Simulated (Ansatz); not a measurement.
**What a change does: geometry relaxation on Hf**

System: Hf (1 atom in the cell).
Method of run 1: Kohn-Sham DFT of a periodic cell, BLYP, Ansatz PAW, no spin polarisation (Ansatz 0.2.0).

The structure derives from an entry of the Crystallography Open Database. Text and figures count atoms from 1; the logs count them from 0 in places.

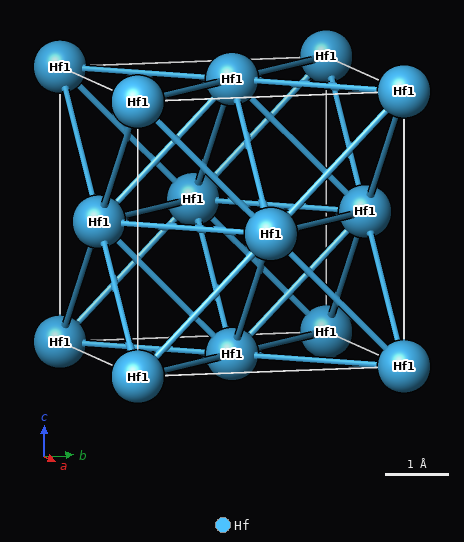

The input geometry (ball-and-stick view of the cell 4 times as large as that of the calculation, set on its symmetry axes, seen slightly off an axis; atoms are numbered from 1 in the order of the input). An atom can appear more than once, as a periodic image. Near neighbours in the periodic cell (some may lie outside the picture): Hf has 12 Hf at 3.14 Å.

### Input file, run 1
```yaml
crystal:
  lattice:
    - [0.0, 2.22, 2.22]
    - [2.22, 0.0, 2.22]
    - [2.22, 2.22, 0.0]
  atoms:
    - { symbol: Hf, position: [0.0, 0.0, 0.0] }
hamiltonian:
  xc: blyp
  pseudopotentials: { kind: paw }
kpoints:
  mp_grid: { grid: [10, 10, 10] }
scf:
  occupations: { method: fermi_dirac, width: 0.05 }
output:
  forces: true
  stress: true
  eigenvalues: true
relax:
  f_tol: 0.01
  max_steps: 40
  cell: { stress_tol: 0.05 }
```

Command:
```bash
ansatz run input.yaml --threads 2 --pin off --max-ram 5632MiB --backend cpu --events-out ev --progress --plain --runs-dir out
```

Hardware: 2 threads of Arm Neoverse V1, 24 GiB of memory available, shared host.

### Output, shortened to warnings, some set-up lines, iterations and results (run 1)
```
Basis set: ecut = 420 eV, 411 PW (Γ), exchange–correlation on 48×48×48 points (8 copies of the dense FFT grid, shifted against one another)
Symmetry: 48 space group operations
k-points: 47 of 1000
Initial density: superposition of atomic densities (neutral atoms: chi_scale 0, normalization atom), corrected by the library's trained network
[...]
SCF iter   1: F=—  HF=-15744.926981 eV  |F-HF|=—  |Δ(HF+E_count)|=         —  Δρ=5.45e-3  dr2=5.06e-3  ethr=1.77e-3  ⟨swp⟩=5.1  Hψ=3410  notcnv=0
SCF iter   2: F=—  HF=-15744.926386 eV  |F-HF|=—  |Δ(HF+E_count)|=   5.95e-4  Δρ=3.62e-3  dr2=2.85e-3  ethr=1.95e-5  ⟨swp⟩=2.4  Hψ=1725  notcnv=0
SCF iter   3: F=—  HF=-15744.926774 eV  |F-HF|=—  |Δ(HF+E_count)|=   3.88e-4  Δρ=1.64e-3  dr2=3.84e-4  ethr=1.09e-5  ⟨swp⟩=2.0  Hψ=1559  notcnv=0
SCF iter   4: F=—  HF=-15744.926444 eV  |F-HF|=—  |Δ(HF+E_count)|=   3.30e-4  Δρ=1.73e-4  dr2=3.92e-6  ethr=1.48e-6  ⟨swp⟩=2.0  Hψ=1475  notcnv=0
SCF iter   5: F=—  HF=-15744.926439 eV  |F-HF|=—  |Δ(HF+E_count)|=   4.62e-6  Δρ=3.16e-5  dr2=1.03e-7  ethr=1.51e-8  ⟨swp⟩=2.9  Hψ=1548  notcnv=0
[... 32 lines ...]
SCF iter   4: F=—  HF=-15744.948209 eV  |F-HF|=—  |Δ(HF+E_count)|=   8.29e-8  Δρ=2.07e-6  dr2=5.73e-10  ethr=2.13e-10  ⟨swp⟩=2.0  Hψ=1394  notcnv=0
SCF iter   5: F=—  HF=-15744.948209 eV  |F-HF|=—  |Δ(HF+E_count)|=   1.55e-9  Δρ=6.15e-7  dr2=3.08e-11  ethr=2.21e-12  ⟨swp⟩=2.1  Hψ=1413  notcnv=0
SCF iter   6: F=-15744.948209 eV  HF=-15744.948209 eV  |F-HF|=3.64e-12  |Δ(HF+E_count)|=  1.82e-11  Δρ=1.34e-7  dr2=1.86e-12  ethr=1.00e-12  ⟨swp⟩=6.3  Hψ=3891  notcnv=0
SCF 5 converged in 6 iterations: F = -15744.948209 eV  dr2 = 1.86e-12
relax step   5: F+E_penalty+E_count = -15744.94820864 eV  Δ(F+E_penalty+E_count) = -2.506e-4 eV  max|allowed force component| = 0.000e0 eV/Å  Δτ_max = 0.0000 Å  P = -0.008 …
basis re-selected at this cell: Δ(F+E_penalty+E_count) = -2.506e-4 eV, ΔP = -0.001 GPa vs the last step (what re-selecting the basis moved, of the pressure what is left beyond the Pulay correction that the steps carried, after the strain that the cell walked since its last selection, with what the …
SCF converged after 6 iterations
Free energy (F): -15744.948209 eV
Harris-Foulkes:  -15744.948209 eV  (|F-HF|=3.64e-12)
Internal energy: -15744.937074 eV  (E = F + TS)
E sigma→0 (E₀):  -15744.942641 eV
Entropy (-TS):   -0.011135 eV (-11.135 meV/atom)
Fermi energy:    19.542244 eV
--- Per-component energies (eV) ---
  E_band       = 28.707741
  E_kinetic    = 424.235413
  E_local      = -5156.413983  (includes V_loc(G=0)·N_el)
  E_nonlocal   = -1246.076674
  E_hartree    = 2421.263200
  E_xc         = -297.263751
  E_vxc        = -261.250130  (∫ρ·V_xc dr)
  E_paw        = -6954.926245  (= ΣΔE_a)
  E_vpaw       = 1425.686694  (= ΣTr[D̂ρ^β])
  E_aug_tail   = -0.000001  (compensation charges beyond the density's cutoff)
  E_ewald      = -4935.836665
  E_core_change = 0.081632  (= ΣΔE_core)
  E_smearing   = -0.011135  (= −TS)
  E_closure    = 0.000000  (closes the sum)
  Σ components = -15744.948209   (vs F -15744.948209, Δ=0.00e0)
--- Forces (eV/Å), atoms counted from 1 ---
  atom   1  Hf    -0.00000000     0.00000000    -0.00000000
  max |Σ_I F_I| component: 3.16e-30 eV/Å
--- Stress (GPa, compression-positive) ---
       -0.008168      -0.000000      -0.000000
       -0.000000      -0.008168      -0.000000
       -0.000000      -0.000000      -0.008168
  P = ⅓ Tr σ = -0.0082 GPa (-0.082 kbar)
--- Relaxed structure (4 steps of the walk, 3 accepted, 1 SCFs on fresh bases) ---
  F+E_penalty+E_count = -15744.94820864 eV   max|allowed force component| = 0.000e0 eV/Å   (the final SCF, on the basis selected at the relaxed cell)
  cell:  # Å, volume = 23.1016 Å³
    - [-1.2101508574098475e-34, 2.260497338774654, 2.260497338774654]
    - [2.260497338774654, -2.7387624680842347e-34, 2.260497338774654]
    - [2.260497338774654, 2.260497338774654, -2.038148813158236e-34]
  atoms:
    - { symbol: Hf, position: [0.0, 0.0, 0.0] }
```

For run 2 the input was changed thus:
```diff
-  xc: blyp
+  xc: revpbe
+  write_density: true
+  write_potential: true
+  elf: true
+  volumetric_format: npy
```

How does run 2 compare with run 1?

The total energies belong to different methods, so their difference says nothing on which is more stable or more accurate. The volume per atom goes from 23.10 to 23.00 Å³. The functional changes from BLYP to revPBE. The SCF takes 30 iterations over all geometry steps against 32.

### Output, shortened to warnings, some set-up lines, iterations and results (run 2)
```
Basis set: ecut = 420 eV, 411 PW (Γ), exchange–correlation on 48×48×48 points (8 copies of the dense FFT grid, shifted against one another)
Symmetry: 48 space group operations
k-points: 47 of 1000
Initial density: superposition of atomic densities (neutral atoms: chi_scale 0, normalization atom), corrected by the library's trained network
[...]
SCF iter   1: F=—  HF=-15730.122541 eV  |F-HF|=—  |Δ(HF+E_count)|=         —  Δρ=2.57e-3  dr2=5.33e-4  ethr=1.77e-3  ⟨swp⟩=5.0  Hψ=3388  notcnv=0
SCF iter   2: F=—  HF=-15730.122737 eV  |F-HF|=—  |Δ(HF+E_count)|=   1.95e-4  Δρ=1.58e-3  dr2=2.31e-4  ethr=2.05e-6  ⟨swp⟩=2.3  Hψ=1685  notcnv=0
SCF iter   3: F=—  HF=-15730.123023 eV  |F-HF|=—  |Δ(HF+E_count)|=   2.86e-4  Δρ=5.54e-4  dr2=4.10e-5  ethr=8.88e-7  ⟨swp⟩=2.0  Hψ=1360  notcnv=0
SCF iter   4: F=—  HF=-15730.122953 eV  |F-HF|=—  |Δ(HF+E_count)|=   7.01e-5  Δρ=9.79e-5  dr2=6.03e-7  ethr=1.58e-7  ⟨swp⟩=2.0  Hψ=1407  notcnv=0
SCF iter   5: F=—  HF=-15730.122952 eV  |F-HF|=—  |Δ(HF+E_count)|=   9.40e-7  Δρ=5.34e-5  dr2=1.59e-7  ethr=2.32e-9  ⟨swp⟩=2.1  Hψ=1266  notcnv=0
[... 30 lines ...]
SCF iter   4: F=—  HF=-15730.140359 eV  |F-HF|=—  |Δ(HF+E_count)|=   9.41e-9  Δρ=2.91e-6  dr2=1.56e-9  ethr=3.37e-10  ⟨swp⟩=3.0  Hψ=1357  notcnv=0
SCF iter   5: F=—  HF=-15730.140359 eV  |F-HF|=—  |Δ(HF+E_count)|=  6.66e-10  Δρ=8.81e-7  dr2=9.20e-11  ethr=6.02e-12  ⟨swp⟩=2.0  Hψ=1418  notcnv=0
SCF iter   6: F=-15730.140359 eV  HF=-15730.140359 eV  |F-HF|=0.00e0  |Δ(HF+E_count)|=  6.73e-11  Δρ=1.35e-7  dr2=4.22e-12  ethr=1.00e-12  ⟨swp⟩=4.8  Hψ=4430  notcnv=0
SCF 5 converged in 6 iterations: F = -15730.140359 eV  dr2 = 4.22e-12
relax step   5: F+E_penalty+E_count = -15730.14035855 eV  Δ(F+E_penalty+E_count) = -3.508e-4 eV  max|allowed force component| = 0.000e0 eV/Å  Δτ_max = 0.0000 Å  P = -0.015 …
basis re-selected at this cell: Δ(F+E_penalty+E_count) = -3.508e-4 eV, ΔP = -0.001 GPa vs the last step (what re-selecting the basis moved, of the pressure what is left beyond the Pulay correction that the steps carried, after the strain that the cell walked since its last selection, with what the …
SCF converged after 6 iterations
Free energy (F): -15730.140359 eV
Harris-Foulkes:  -15730.140359 eV  (|F-HF|=0.00e0)
Internal energy: -15730.127431 eV  (E = F + TS)
E sigma→0 (E₀):  -15730.133895 eV
Entropy (-TS):   -0.012928 eV (-12.928 meV/atom)
Fermi energy:    19.202634 eV
--- Per-component energies (eV) ---
  E_band       = 21.175551
  E_kinetic    = 423.353088
  E_local      = -5142.369939  (includes V_loc(G=0)·N_el)
  E_nonlocal   = -1245.661377
  E_hartree    = 2414.028987
  E_xc         = -300.066854
  E_vxc        = -265.626402  (∫ρ·V_xc dr)
  E_paw        = -6936.108419  (= ΣΔE_a)
  E_vpaw       = 1423.422213  (= ΣTr[D̂ρ^β])
  E_aug_tail   = -0.000001  (compensation charges beyond the density's cutoff)
  E_ewald      = -4943.170748
  E_core_change = -0.132168  (= ΣΔE_core)
  E_smearing   = -0.012928  (= −TS)
  E_closure    = 0.000000  (closes the sum)
  Σ components = -15730.140359   (vs F -15730.140359, Δ=0.00e0)
--- Forces (eV/Å), atoms counted from 1 ---
  atom   1  Hf    -0.00000000     0.00000000    -0.00000000
  max |Σ_I F_I| component: 3.68e-30 eV/Å
--- Stress (GPa, compression-positive) ---
       -0.014769       0.000000      -0.000000
        0.000000      -0.014769       0.000000
       -0.000000       0.000000      -0.014769
  P = ⅓ Tr σ = -0.0148 GPa (-0.148 kbar)
--- Relaxed structure (4 steps of the walk, 3 accepted, 1 SCFs on fresh bases) ---
  F+E_penalty+E_count = -15730.14035855 eV   max|allowed force component| = 0.000e0 eV/Å   (the final SCF, on the basis selected at the relaxed cell)
  cell:  # Å, volume = 22.9989 Å³
    - [-5.47752493536276e-34, 2.2571434844820404, 2.2571434844820404]
    - [2.2571434844820404, 4.458450528783642e-34, 2.2571434844820404]
    - [2.2571434844820404, 2.2571434844820404, -8.407363854277723e-34]
  atoms:
    - { symbol: Hf, position: [0.0, 0.0, 0.0] }
```

### The two runs side by side

```tsv
quantity	run 1	run 2
outcome	converged	converged
free energy per atom (eV)	−15744.9482	−15730.1404
energy per atom, smearing taken to zero (eV)	−15744.9426	−15730.1339
gap on the mesh (eV)	0.00	0.00
pressure (GPa)	−0.01	−0.01
volume per atom (Å³)	23.10	23.00
largest force (eV/Å)	0.000	0.000
SCF iterations	32	30
irreducible k-points	47	47
wall time (shared host)	4 s	4 s
```

For both runs: Points of doubt noted for this run: forces on files of another functional. Spin–orbit coupling is left out, which matters for Hf.
